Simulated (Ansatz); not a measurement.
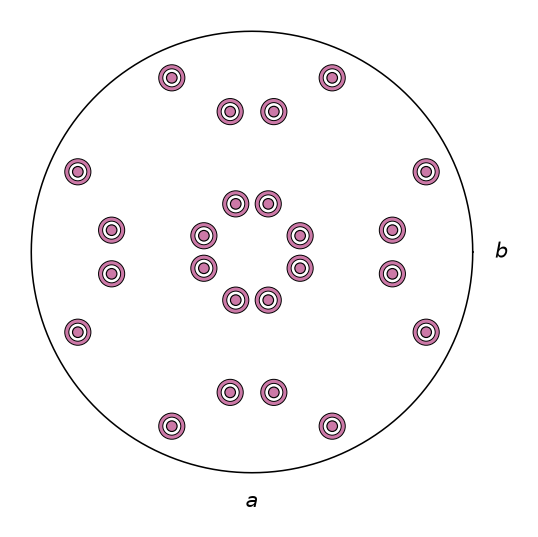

Stereographic projection: filled dots lie in the upper hemisphere, open rings in the lower. The c axis points at the viewer. The poles are all faces of one general form. Computed from the symmetry operations of a computed or model structure of composition HfN.

### Identify the point group and its elements.

m-3m (Oh), order 48, cubic system: three fourfold axes, four threefold axes, six twofold axes, nine mirror planes, an inversion centre.

### Can such a crystal be piezoelectric, pyroelectric or chiral?

It is centrosymmetric, so neither piezoelectric nor pyroelectric; it is not chiral.
